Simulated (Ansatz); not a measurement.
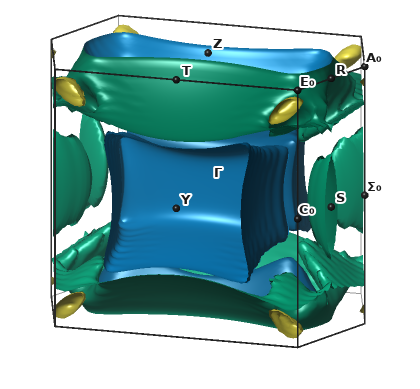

A computed Fermi surface in the first Brillouin zone. Each colour is one band. The brighter face of a sheet looks towards empty states.

> Which Bravais lattice has this zone?

Base-centred orthorhombic.

> What do the sheets look like?

The blue sheet: one hole pocket centred at Y (17 % of the zone) and one hole pocket centred at Z (5.2 % of the zone).
The teal sheet: two electron pockets centred at S (each 0.56 % of the zone) and an open sheet between a empty part that runs through the repeated zones in all directions and a filled one that does so in two.
The yellow sheet: four electron pockets away from the named points and lines, no more than about three mesh steps wide (each 0.10 % of the zone).
A pocket cut by a face of the zone is counted once with the part on the opposite face.

The surface was computed for Ga (Cmcm); other compounds with the same structure and electron count can look alike.

All numbers here come from DFT PBE, scalar-relativistic, plane waves, PAW; levels and slopes on a dense k mesh at the converged density in Ansatz. No spin polarisation. Mesh 20×20×18, interpolated with the band slopes. Cell and positions as given, without relaxation.

The mesh is coarse (steps of 0.12 Å⁻¹). Necks and pockets thinner than about two mesh steps aren't resolved, so separate pockets may in truth be joined.
